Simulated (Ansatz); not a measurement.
NiSi: geometry relaxation (part 2 of 2)

Continued. System: NiSi (4 atoms in the cell). Method: DFT PBEsol, scalar-relativistic, plane waves, PAW, no spin polarisation (Ansatz 0.2.0); cutoff 420 eV, 14×12×10 k-mesh, Gaussian smearing of 0.1 eV. The structure derives from an entry of the Crystallography Open Database.

Geometry of the input (Å; fractional positions):
```
3.0266  0.0000  0.0000
0.0000  3.2735  0.0000
0.0000  0.0000  4.6978
Si 0.5000  0.5000  0.8423
Si 0.0000  0.0000  0.1577
Ni 0.5000  0.5000  0.3442
Ni 0.0000  0.0000  0.6558
```

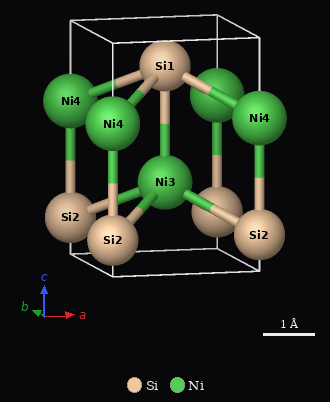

**Figure 1.** The geometry at step 2 of the log (ball-and-stick view of the cell of the calculation, seen slightly off an axis; atoms are numbered from 1 in the order of the input).

What the program printed, continued:
```
SCF iter   1: F=—  HF=-12855.115420 eV  |F-HF|=—  |Δ(HF+E_count)|=         —  Δρ=2.85e-4  dr2=4.39e-5  ethr=1.05e-7  ⟨swp⟩=2.0  Hψ=43175  notcnv=0
preconditioner: auto → Kerker (q_TF=auto, 2.716 Å⁻¹)  [metal: Δε(μ)=0.013 eV  Ē_g=7.608 eV  σ=0.100 eV  W_gap=0.07  n_scr=16 (ndim 8)  ℏωp=29.2 eV  f_vac=0.000  D(μ)=1.15/eV (n_scr^D=6)]
SCF iter   2: F=—  HF=-12855.115426 eV  |F-HF|=—  |Δ(HF+E_count)|=   5.55e-6  Δρ=1.63e-4  dr2=1.76e-5  ethr=9.97e-8  ⟨swp⟩=1.0  Hψ=9072  notcnv=0
SCF iter   3: F=—  HF=-12855.115421 eV  |F-HF|=—  |Δ(HF+E_count)|=   5.05e-6  Δρ=3.13e-5  dr2=6.01e-7  ethr=4.01e-8  ⟨swp⟩=2.1  Hψ=12634  notcnv=0
iter 4 did not close the SCF: its close was put off for the readings that it lacked (scf_convergence_deferred on its scf_iter line)
SCF iter   4: F=-12855.115421 eV  HF=-12855.115421 eV  |F-HF|=5.54e-8  |Δ(HF+E_count)|=   1.28e-7  Δρ=1.56e-5  dr2=6.69e-8  ethr=1.37e-9  ⟨swp⟩=2.1  Hψ=14321  notcnv=0
iter 5 did not close the SCF: its close was put off for the readings that it lacked (scf_convergence_deferred on its scf_iter line)
SCF iter   5: F=-12855.115421 eV  HF=-12855.115421 eV  |F-HF|=2.77e-9  |Δ(HF+E_count)|=   1.56e-8  Δρ=3.52e-6  dr2=4.64e-9  ethr=1.52e-10  ⟨swp⟩=2.0  Hψ=14756  notcnv=0
SCF iter   6: F=-12855.115421 eV  HF=-12855.115421 eV  |F-HF|=4.89e-10  |Δ(HF+E_count)|=  6.97e-10  Δρ=1.05e-6  dr2=6.62e-10  ethr=1.05e-11  ⟨swp⟩=5.5  Hψ=53759  notcnv=0
SCF 4 converged in 6 iterations: F = -12855.115421 eV  dr2 = 6.62e-10
relax step   4: F+E_penalty+E_count = -12855.11542085 eV  Δ(F+E_penalty+E_count) = -9.077e-5 eV  max|allowed force component| = 1.054e-2 eV/Å  Δτ_max = 0.0012 Å  P = +0.050 GPa  Ω = 45.242 Å³  energy of the carried Pulay correction = +3.995e-4 eV  (6 SCF iters, dr2 threshold 2.87e-7 eV, accepted)
Crystal: 4 atoms, lattice volume = 45.265 Å³
iter 1 solved again at ethr=8.85e-8 eV; its pass at ethr=3.10e-3 eV (dr2=3.89e-5 eV) is discarded
SCF iter   1: F=—  HF=-12855.115422 eV  |F-HF|=—  |Δ(HF+E_count)|=         —  Δρ=2.28e-4  dr2=3.85e-5  ethr=8.85e-8  ⟨swp⟩=2.0  Hψ=43201  notcnv=0
preconditioner: auto → Kerker (q_TF=auto, 2.715 Å⁻¹)  [metal: Δε(μ)=0.007 eV  Ē_g=7.604 eV  σ=0.100 eV  W_gap=0.04  n_scr=16 (ndim 8)  ℏωp=29.2 eV  f_vac=0.000  D(μ)=1.15/eV (n_scr^D=6)]
SCF iter   2: F=—  HF=-12855.115433 eV  |F-HF|=—  |Δ(HF+E_count)|=   1.14e-5  Δρ=1.22e-4  dr2=1.51e-5  ethr=8.74e-8  ⟨swp⟩=1.0  Hψ=9072  notcnv=0
SCF iter   3: F=—  HF=-12855.115423 eV  |F-HF|=—  |Δ(HF+E_count)|=   1.02e-5  Δρ=3.98e-5  dr2=9.55e-7  ethr=3.44e-8  ⟨swp⟩=2.1  Hψ=12512  notcnv=0
SCF iter   4: F=—  HF=-12855.115423 eV  |F-HF|=—  |Δ(HF+E_count)|=   1.75e-7  Δρ=1.50e-5  dr2=6.64e-8  ethr=2.17e-9  ⟨swp⟩=2.3  Hψ=12491  notcnv=0
iter 5 did not close the SCF: its close was put off for the readings that it lacked (scf_convergence_deferred on its scf_iter line)
SCF iter   5: F=-12855.115423 eV  HF=-12855.115423 eV  |F-HF|=1.14e-9  |Δ(HF+E_count)|=   1.62e-8  Δρ=2.80e-6  dr2=2.80e-9  ethr=1.51e-10  ⟨swp⟩=2.2  Hψ=14421  notcnv=0
SCF iter   6: F=-12855.115423 eV  HF=-12855.115423 eV  |F-HF|=2.51e-10  |Δ(HF+E_count)|=  3.84e-10  Δρ=9.46e-7  dr2=4.25e-10  ethr=6.36e-12  ⟨swp⟩=5.2  Hψ=53771  notcnv=0
SCF 5 converged in 6 iterations: F = -12855.115423 eV  dr2 = 4.25e-10
relax step   5: F+E_penalty+E_count = -12855.11542303 eV  Δ(F+E_penalty+E_count) = -2.178e-6 eV  max|allowed force component| = 5.693e-3 eV/Å  Δτ_max = 0.0014 Å  P = +0.001 GPa  Ω = 45.265 Å³  energy of the carried Pulay correction = +3.924e-4 eV  (6 SCF iters, dr2 threshold 1.67e-8 eV, accepted)
Crystal: 4 atoms, lattice volume = 45.258 Å³
iter 1 solved again at ethr=7.89e-9 eV; its pass at ethr=3.10e-3 eV (dr2=3.47e-6 eV) is discarded
SCF iter   1: F=—  HF=-12855.115421 eV  |F-HF|=—  |Δ(HF+E_count)|=         —  Δρ=8.77e-5  dr2=3.81e-6  ethr=7.89e-9  ⟨swp⟩=2.2  Hψ=43348  notcnv=0
preconditioner: auto → Kerker (q_TF=auto, 2.716 Å⁻¹)  [metal: Δε(μ)=0.012 eV  Ē_g=7.607 eV  σ=0.100 eV  W_gap=0.07  n_scr=16 (ndim 8)  ℏωp=29.2 eV  f_vac=0.000  D(μ)=1.14/eV (n_scr^D=6)]
SCF iter   2: F=—  HF=-12855.115433 eV  |F-HF|=—  |Δ(HF+E_count)|=   1.23e-5  Δρ=4.51e-5  dr2=1.37e-6  ethr=7.89e-9  ⟨swp⟩=1.0  Hψ=9072  notcnv=0
SCF iter   3: F=—  HF=-12855.115433 eV  |F-HF|=—  |Δ(HF+E_count)|=   2.96e-7  Δρ=1.65e-5  dr2=1.51e-7  ethr=3.11e-9  ⟨swp⟩=2.3  Hψ=12824  notcnv=0
SCF iter   4: F=—  HF=-12855.115433 eV  |F-HF|=—  |Δ(HF+E_count)|=   2.79e-8  Δρ=4.56e-6  dr2=8.20e-9  ethr=3.44e-10  ⟨swp⟩=2.5  Hψ=13752  notcnv=0
iter 5 did not close the SCF: its close was put off for the readings that it lacked (scf_convergence_deferred on its scf_iter line)
SCF iter   5: F=-12855.115433 eV  HF=-12855.115433 eV  |F-HF|=7.46e-11  |Δ(HF+E_count)|=   2.36e-9  Δρ=8.95e-7  dr2=2.58e-10  ethr=1.86e-11  ⟨swp⟩=2.1  Hψ=14944  notcnv=0
SCF iter   6: F=-12855.115433 eV  HF=-12855.115433 eV  |F-HF|=4.00e-11  |Δ(HF+E_count)|=  1.27e-11  Δρ=3.16e-7  dr2=5.20e-11  ethr=1.00e-12  ⟨swp⟩=4.9  Hψ=48003  notcnv=0
SCF 6 converged in 6 iterations: F = -12855.115433 eV  dr2 = 5.20e-11
relax step   6: F+E_penalty+E_count = -12855.11543285 eV  Δ(F+E_penalty+E_count) = -9.820e-6 eV  max|allowed force component| = 1.176e-4 eV/Å  Δτ_max = 0.0004 Å  P = +0.000 GPa  Ω = 45.258 Å³  energy of the carried Pulay correction = +3.946e-4 eV  (6 SCF iters, dr2 threshold 6.78e-9 eV, accepted)
Initial wavefunctions: pseudopotential atomic-orbital guess (no wavefunctions were taken with the density)
iter 1 solved again at ethr=4.30e-7 eV; its pass at ethr=3.10e-3 eV (dr2=1.89e-4 eV) is discarded
SCF iter   1: F=—  HF=-12855.115048 eV  |F-HF|=—  |Δ(HF+E_count)|=         —  Δρ=3.56e-5  dr2=6.99e-8  ethr=4.30e-7  ⟨swp⟩=2.9  Hψ=59233  notcnv=0
eigensolver tolerance schedule: the retry pair's looser diagonalisation over-reported the residual by 2706.00 of it (diagonalisation noise at 0.60 of the residual, at the tolerance the schedule requests for it); recorded, not acted on — ethr = c·dr2/N_el stays at c = 1.0e-1
SCF iter   2: F=—  HF=-12855.115059 eV  |F-HF|=—  |Δ(HF+E_count)|=   1.07e-5  Δρ=1.84e-5  dr2=5.91e-8  ethr=1.59e-10  ⟨swp⟩=2.8  Hψ=17431  notcnv=0
SCF iter   3: F=—  HF=-12855.115059 eV  |F-HF|=—  |Δ(HF+E_count)|=   8.27e-9  Δρ=7.60e-6  dr2=9.26e-9  ethr=1.34e-10  ⟨swp⟩=1.0  Hψ=9072  notcnv=0
SCF iter   4: F=—  HF=-12855.115059 eV  |F-HF|=—  |Δ(HF+E_count)|=   2.87e-9  Δρ=9.99e-7  dr2=1.13e-10  ethr=2.10e-11  ⟨swp⟩=2.0  Hψ=12310  notcnv=0
iter 5 did not close the SCF: its close was put off for the readings that it lacked (scf_convergence_deferred on its scf_iter line)
SCF iter   5: F=-12855.115059 eV  HF=-12855.115059 eV  |F-HF|=1.46e-11  |Δ(HF+E_count)|=  1.07e-10  Δρ=2.27e-7  dr2=7.64e-12  ethr=1.00e-12  ⟨swp⟩=1.0  Hψ=9097  notcnv=0
SCF iter   6: F=-12855.115059 eV  HF=-12855.115059 eV  |F-HF|=1.82e-12  |Δ(HF+E_count)|=  1.82e-12  Δρ=3.70e-8  dr2=4.12e-13  ethr=1.00e-12  ⟨swp⟩=4.1  Hψ=41818  notcnv=0
SCF 7 converged in 6 iterations: F = -12855.115059 eV  dr2 = 4.12e-13
relax step   7: F+E_penalty+E_count = -12855.11505905 eV  Δ(F+E_penalty+E_count) = +3.738e-4 eV  max|allowed force component| = 2.186e-4 eV/Å  Δτ_max = 0.0000 Å  P = -0.001 GPa  Ω = 45.258 Å³  stress off target by 6.73e-3 GPa  SCF on the basis re-selected at this cell (its energy is not comparable with the rows above)  (6 SCF iters)
basis re-selected at this cell: Δ(F+E_penalty+E_count) = +3.738e-4 eV, ΔP = -0.001 GPa vs the last step (what re-selecting the basis moved, of the pressure what is left beyond the Pulay correction that the steps carried, after the strain that the cell walked since its last selection, with what the two solves' SCF thresholds leave and, on support functions, any second-order correction that the steps lacked; it is no measure of the basis error at this ecutwfc). This SCF's stress stands 6.73e-3 GPa from its target on what of the cell is left free (relax.cell.stress_tol is 5.00e-2 GPa) and its largest allowed force component is 2.19e-4 eV/Å (relax.f_tol is 1.00e-2 eV/Å): within both
SCF converged after 6 iterations
Free energy (F): -12855.115059 eV
Harris-Foulkes:  -12855.115059 eV  (|F-HF|=1.82e-12)
Internal energy: -12855.109334 eV  (E = F + TS)
E sigma→0 (E₀):  -12855.112197 eV
Entropy (-TS):   -0.005725 eV (-1.431 meV/atom)
Fermi energy:    16.161919 eV
--- Per-component energies (eV) ---
  E_band       = -594.765621
  E_kinetic    = 660.045400
  E_local      = -8871.307037  (includes V_loc(G=0)·N_el)
  E_nonlocal   = 1323.248517
  E_hartree    = 3834.642354
  E_xc         = -284.525690
  E_vxc        = -320.537697  (∫ρ·V_xc dr)
  E_paw        = -4189.403985  (= ΣΔE_a)
  E_vpaw       = -1055.500497  (= ΣTr[D̂ρ^β])
  E_aug_tail   = 0.001039  (compensation charges beyond the density's cutoff)
  E_ewald      = -5328.267631
  E_core_change = 0.457699  (= ΣΔE_core)
  E_smearing   = -0.005725  (= −TS)
  E_closure    = -0.000000  (closes the sum)
  Σ components = -12855.115059   (vs F -12855.115059, Δ=0.00e0)
--- Forces (eV/Å), atoms counted from 1 ---
  atom   1  Si    -0.00000000     0.00000000     0.00021857
  atom   2  Si     0.00000000     0.00000000    -0.00021857
  atom   3  Ni     0.00000000     0.00000000    -0.00005041
  atom   4  Ni    -0.00000000     0.00000000     0.00005041
  max |Σ_I F_I| component: 6.78e-21 eV/Å
--- Stress (GPa, compression-positive) ---
       -0.006728       0.000000       0.000000
        0.000000       0.000257      -0.000000
        0.000000      -0.000000       0.003386
  P = ⅓ Tr σ = -0.0010 GPa (-0.010 kbar)
--- Band table (eV; the first three rows and the last of 336) ---
  k-point 0: bands = ["-87.5590", "-87.5491", "-48.2305", "-48.2012", "-48.1085", "-48.0698", "-48.0337", "-48.0021", "2.0463", "7.8746", "9.4571", "11.8383", "12.4898", "13.0634", "13.2145", "13.3410", "13.4483", "13.4956", "13.7724", "14.1144", "14.1555", "15.0789", "16.9695", "19.2648", "21.3312", "21.6215", "23.1173"]
  k-point 1: bands = ["-87.5590", "-87.5491", "-48.2305", "-48.2013", "-48.1085", "-48.0698", "-48.0336", "-48.0021", "2.1017", "7.4962", "9.7090", "11.8599", "12.4748", "13.0659", "13.2186", "13.3927", "13.4299", "13.4328", "13.7326", "14.1099", "14.3444", "15.2457", "17.0888", "19.2282", "21.2460", "21.3100", "22.8160"]
  k-point 2: bands = ["-87.5590", "-87.5491", "-48.2304", "-48.2015", "-48.1085", "-48.0699", "-48.0336", "-48.0021", "2.2609", "6.7716", "10.0953", "11.9175", "12.4333", "13.0736", "13.2296", "13.3013", "13.3545", "13.4557", "13.6343", "14.0977", "15.0008", "15.6730", "17.4214", "19.1322", "20.4561", "21.2568", "22.1313"]
  k-point 335: bands = ["-87.5530", "-87.5530", "-48.2146", "-48.2146", "-48.1007", "-48.1007", "-48.0243", "-48.0243", "8.7544", "8.7544", "9.3004", "9.3004", "11.1429", "11.1429", "12.3908", "12.3908", "13.2995", "13.2995", "14.1092", "14.1092", "14.5583", "14.5583", "15.7828", "15.7828", "17.1857", "17.1857", "24.3009"]
--- Relaxed structure (6 steps of the walk, 6 accepted, 1 SCFs on fresh bases) ---
  F+E_penalty+E_count = -12855.11505905 eV   max|allowed force component| = 2.186e-4 eV/Å   (the final SCF, on the basis selected at the relaxed cell)
  cell:  # Å, volume = 45.2576 Å³
    - [2.9926026856452803, 4.375430951351793e-33, -9.722902799130456e-34]
    - [4.2941769682577566e-33, 3.236434858355475, -2.979532059526305e-33]
    - [-1.5091377131467805e-33, -4.275890187249212e-33, 4.672777893043174]
  atoms:
    - { symbol: Si, position: [0.5, 0.5000000000000001, 0.8425924103711393] }
    - { symbol: Si, position: [-3.1816513873351054e-35, -1.470849201456573e-34, 0.15740758962886073] }
    - { symbol: Ni, position: [0.5, 0.5000000000000001, 0.3432845440912448] }
    - { symbol: Ni, position: [2.7044036792348406e-34, 2.9416984029131357e-35, 0.6567154559087555] }
```

Trajectory as extended XYZ (Å, eV, eV/Å), 7 frames, from step=1 to step=7:
```
4
Lattice="3.0266 0.0000 0.0000 0.0000 3.2735 0.0000 0.0000 0.0000 4.6978" Properties=species:S:1:pos:R:3:forces:R:3 step=1 energy=-12855.09362 pressure_GPa=-5.12
Si    1.5133    1.6367    3.9569    0.0000   0.0000  -0.0124
Si    0.0000    0.0000    0.7408    0.0000   0.0000   0.0124
Ni    1.5133    1.6367    1.6171    0.0000   0.0000  -0.1154
Ni    0.0000    0.0000    3.0807    0.0000   0.0000   0.1154
4
Lattice="3.0088 0.0000 0.0000 0.0000 3.2520 0.0000 0.0000 0.0000 4.6792" Properties=species:S:1:pos:R:3:forces:R:3 step=2 energy=-12855.11110 pressure_GPa=-2.23
Si    1.5044    1.6260    3.9442    0.0000   0.0000  -0.0267
Si    0.0000    0.0000    0.7350    0.0000   0.0000   0.0267
Ni    1.5044    1.6260    1.6113    0.0000   0.0000  -0.0846
Ni    0.0000    0.0000    3.0679    0.0000   0.0000   0.0846
4
Lattice="2.9959 0.0000 0.0000 0.0000 3.2350 0.0000 0.0000 0.0000 4.6670" Properties=species:S:1:pos:R:3:forces:R:3 step=3 energy=-12855.11533 pressure_GPa=0.14
Si    1.4979    1.6175    3.9336    0.0000   0.0000  -0.0079
Si    0.0000    0.0000    0.7334    0.0000   0.0000   0.0079
Ni    1.4979    1.6175    1.6043    0.0000   0.0000  -0.0209
Ni    0.0000    0.0000    3.0627    0.0000   0.0000   0.0209
4
Lattice="2.9920 0.0000 0.0000 0.0000 3.2369 0.0000 0.0000 0.0000 4.6714" Properties=species:S:1:pos:R:3:forces:R:3 step=4 energy=-12855.11542 pressure_GPa=0.05
Si    1.4960    1.6185    3.9367    0.0000   0.0000  -0.0054
Si    0.0000    0.0000    0.7348    0.0000   0.0000   0.0054
Ni    1.4960    1.6185    1.6046    0.0000   0.0000  -0.0105
Ni    0.0000    0.0000    3.0668    0.0000   0.0000   0.0105
4
Lattice="2.9942 0.0000 0.0000 0.0000 3.2358 0.0000 0.0000 0.0000 4.6720" Properties=species:S:1:pos:R:3:forces:R:3 step=5 energy=-12855.11542 pressure_GPa=0.00
Si    1.4971    1.6179    3.9363    0.0000   0.0000   0.0051
Si    0.0000    0.0000    0.7358    0.0000   0.0000  -0.0051
Ni    1.4971    1.6179    1.6034    0.0000   0.0000   0.0057
Ni    0.0000    0.0000    3.0686    0.0000   0.0000  -0.0057
4
Lattice="2.9926 0.0000 0.0000 0.0000 3.2364 0.0000 0.0000 0.0000 4.6728" Properties=species:S:1:pos:R:3:forces:R:3 step=6 energy=-12855.11543 pressure_GPa=0.00
Si    1.4963    1.6182    3.9372    0.0000   0.0000   0.0001
Si    0.0000    0.0000    0.7355    0.0000   0.0000  -0.0001
Ni    1.4963    1.6182    1.6041    0.0000   0.0000  -0.0001
Ni    0.0000    0.0000    3.0687    0.0000   0.0000   0.0001
4
Lattice="2.9926 0.0000 0.0000 0.0000 3.2364 0.0000 0.0000 0.0000 4.6728" Properties=species:S:1:pos:R:3:forces:R:3 step=7 energy=-12855.11506 pressure_GPa=-0.00
Si    1.4963    1.6182    3.9372    0.0000   0.0000   0.0002
Si    0.0000    0.0000    0.7355    0.0000   0.0000  -0.0002
Ni    1.4963    1.6182    1.6041    0.0000   0.0000  -0.0001
Ni    0.0000    0.0000    3.0687    0.0000   0.0000   0.0001
```

Summary:

```csv
quantity,value
outcome,converged
space group (tolerance 0.01 Å),Pmmn (59)
electrons treated,44
free energy,−12855.1151 eV
Fermi energy,16.162 eV
gap on the k-point mesh,none (metallic)
pressure,0.00 GPa
final volume,45.26 Å³
largest force (length of the vector) at the end,under 0.001 eV/Å
final cell,"a = 2.993 Å, b = 3.236 Å, c = 4.673 Å, α = 90.00°, β = 90.00°, γ = 90.00°"
hardware,"4 threads of Intel Xeon (Sapphire Rapids), 64 GiB of memory available, shared host"
wall time,29 s (CPU time 1.8 min)
peak memory,0.69 GiB
```

Notes:

The run has no spin polarisation, so a magnetic state may lie lower.
